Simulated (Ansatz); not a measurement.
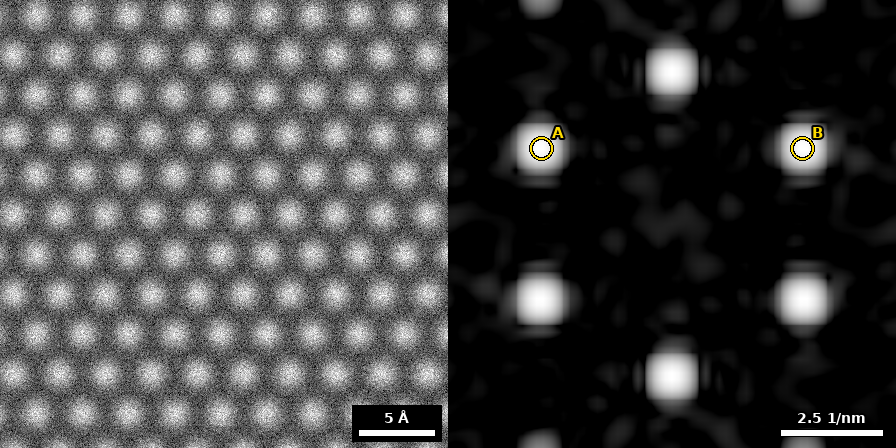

Integrated-DPC-like image of Sr (Pm-3m, No. 221) along [111]. Simulated as the projected potential of neutral atoms (B = 0.5 Å²) blurred by a 1.30 Å probe, the thin-sample limit of integrated differential phase contrast. The display is stretched by a gamma of 0.65; percentages refer to the linear signal. Shot noise was added. Structure: the geometry relaxed with DFT, PBEsol, plane waves (420 eV) with PAW, scalar-relativistic in Ansatz 0.2.0; the starting structure was generated, so it need not be a known form of this composition.

The right panel is the modulus of the image's Fourier transform on a logarithmic scale.

a = 3.775 Å, b = 3.775 Å, c = 3.775 Å, α = 90.00°, β = 90.00°, γ = 90.00°

### Index the marked spots and give their plane spacings (the zone axis points at the viewer; indices equivalent by symmetry, or all signs reversed, are as good).

A: (1 0 -1), d = 2.67 Å; B: (0 -1 1), d = 2.67 Å. A and B enclose 120°, and every spot obeys the zone law hu + kv + lw = 0 for [111].
